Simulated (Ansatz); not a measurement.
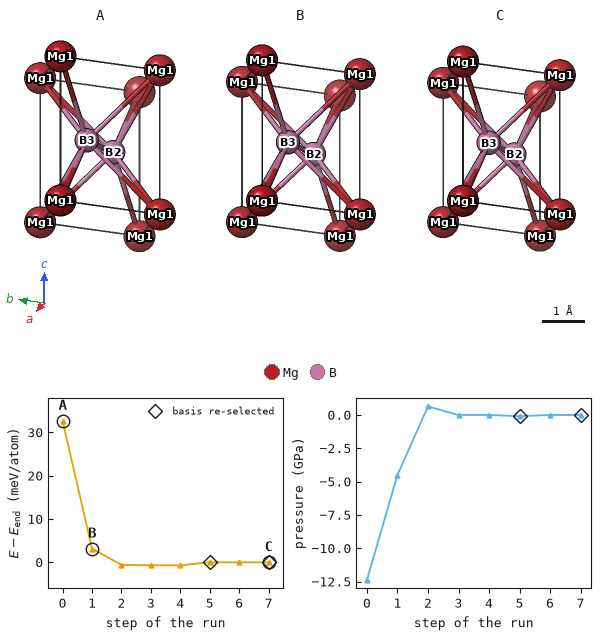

Frames of a relaxation of crystalline MgB2 (set up in P6/mmm), marked on the history of the run. Style: ball-and-stick. Shown: the cell of the calculation, from a free direction.

The run lets cell and atoms move.

All numbers below come from Kohn-Sham DFT of a periodic cell, LDA with D3(BJ), Ansatz PAW (Ansatz).

Input
```yaml
crystal:
  lattice:
    - [3.085, 0.0, 0.0]
    - [-1.5425, 2.6716883707, 0.0]
    - [0.0, 0.0, 3.523]
  atoms:
    - { symbol: Mg, position: [0.0, 0.0, 0.0] }
    - { symbol: B, position: [0.6666666667, 0.3333333333, 0.5] }
    - { symbol: B, position: [0.3333333333, 0.6666666667, 0.5] }
hamiltonian:
  xc: lda
  pseudopotentials: { kind: paw }
  dispersion: d3bj
kpoints:
  mp_grid: { grid: [10, 10, 8] }
scf:
  occupations: { method: tetrahedron }
output:
  forces: true
  stress: true
relax:
  f_tol: 0.01
  max_steps: 40
  cell: { stress_tol: 0.05 }
```

Run as
```bash
ansatz run input.yaml --threads 2 --pin off --max-ram 5632MiB --backend cpu --events-out ev --progress --plain --runs-dir out
```

What happens along the run?

Answer. No atom moves by more than 0.005 Å relative to the cell. Cell: a = b 3.085 → 3.007 Å (−2.5 %), c 3.523 → 3.404 Å (−3.4 %). Volume −8.2 %. Among the contacts that change: Mg1–B2 2.505 → 2.431 Å, B2–B3 1.781 → 1.736 Å. The space group stays P6/mmm (No. 191). After 5 accepted moves (7 points after the start) the energy has fallen by 32.7 meV per atom. All forces vanish by symmetry, so only the cell relaxes. Pressure: −12.36 GPa at the start and 0.00 GPa at the end. The SCF was repeated twice at an unchanged geometry on a basis and grid sized afresh for the cell, which shifted the energy by 0.7 meV per atom at most. From step 0 to 1: volume −5.7 %, energy −29.5 meV per atom. From step 1 to 7: volume −2.7 %, energy −3.2 meV per atom.
